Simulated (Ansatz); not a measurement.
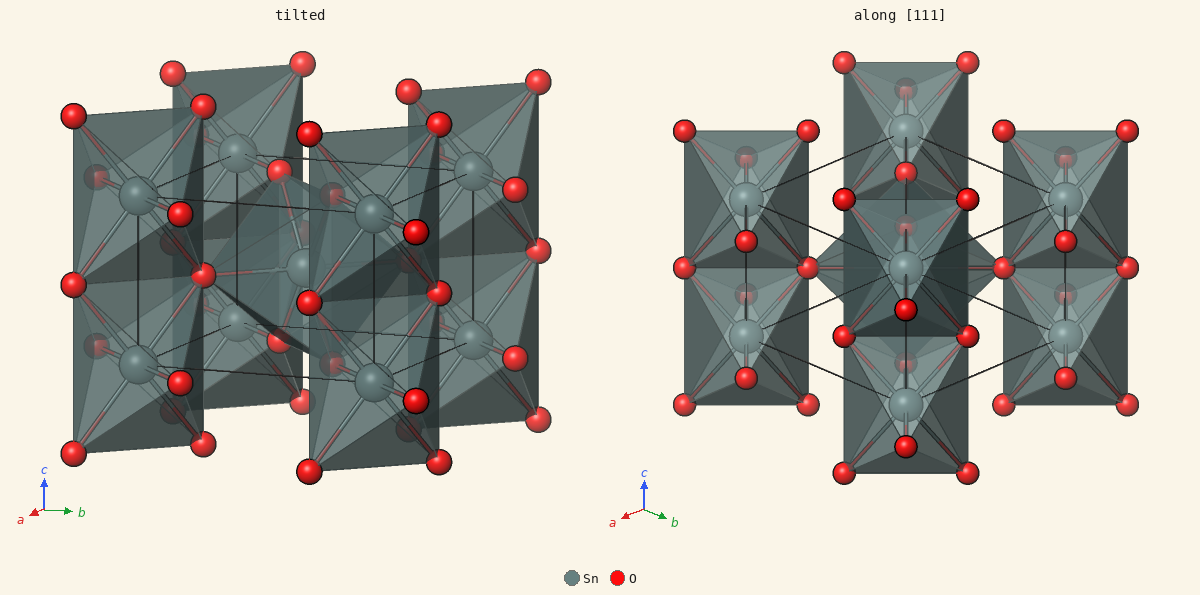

Structure drawing (polyhedral), viewed slightly off an axis and along [111]. The parallelepiped is the conventional unit cell. Some atoms of the next cells are drawn as well. Cell: a = 4.827 Å, b = 4.827 Å, c = 3.238 Å, α = 90.00°, β = 90.00°, γ = 90.00°.

The stoichiometry is SnO₂. Space group P4_2/mnm (No. 136), lattice primitive tetragonal. Structure type: rutile. With Z = 2, the cell contains 2 Sn, 4 O. The polyhedra are SnO6 octahedra; they share corners and edges. Sn sits among six O in a distorted octahedral arrangement at about 2.1 Å. O bonds to three Sn at about 2.1 Å. The bonds build a three-dimensional framework.

Origin of the cell: a structure listed in the Materials Project. Relaxation method: DFT PBE, scalar-relativistic, plane waves, PAW in Ansatz.
